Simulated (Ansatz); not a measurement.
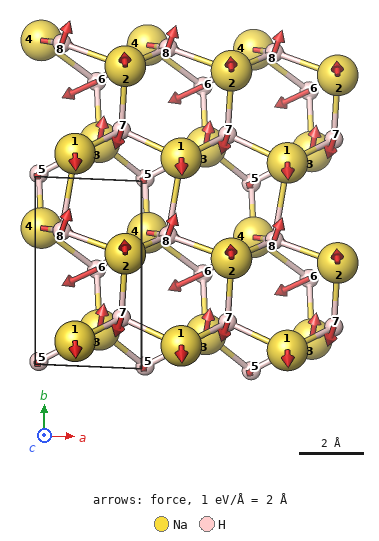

Starting geometry of a crystal of NaH (a generated structure, set up in P1) (coarse preliminary run) with the computed forces as red arrows. The picture is a ball-and-stick view of the cell of the calculation, repeated 3 × 2 × 1 with one cell outlined, seen along the c axis.

Method: Ansatz 0.2.0, DFT PBE, scalar-relativistic, plane waves, PAW. Settings: plane-wave cutoff 420 eV; k-point mesh 4 × 2 × 4; occupations gaussian; smearing width 0.1 eV; no spin polarisation; cell and atoms relaxed; force threshold 0.025 eV/Å; at most 60 steps.

Q: What follows when this structure is relaxed?

A: It isn't relaxed: the largest force vector, on H6, is 0.65 eV/Å. The final displacements have little in common with the starting forces (cosine between the two patterns 0.02). After 14 accepted moves (18 points after the start) the energy has fallen by 0.576 eV per cell of the calculation. Largest force component: 0.51 eV/Å at the start, 0.015 eV/Å at the end. Pressure: 1.08 GPa at the start and −0.05 GPa at the end. The line search rejected the trial steps at points 10, 12 of the run. The SCF was repeated twice at an unchanged geometry on a basis and grid sized afresh for the cell, which shifted the energy by 39.4 meV per cell of the calculation at most. The atom that moves furthest relative to the cell is Na1 (0.83 Å roughly along [−3 −1 0]). By element the largest moves are Na 0.83 Å, H 0.75 Å. Cell: a 3.446 → 3.809 Å (+10.5 %), b 5.981 → 6.613 Å (+10.6 %), c 6.544 → 5.556 Å (−15.1 %), α 100.8° → 89.8°, β 105.0° → 89.7°, γ 89.6° → 90.3°. Volume +9.4 %. Near-neighbour distances that change, for instance: Na1–H5 2.925 → 2.299 Å, Na3–Na4 3.211 → 3.827 Å, Na2–Na4 2.949 → 3.557 Å, Na1–Na2 3.247 → 3.803 Å. New bonds form: Na1–H5 (2.93 → 2.30 Å). Bond angles that change, for instance: H5–Na4–H8 131.0° → 101.9°, Na2–H8–Na4 128.0° → 102.3°, Na3–H5–Na4 92.8° → 116.3°. The space group stays P1 (No. 1).
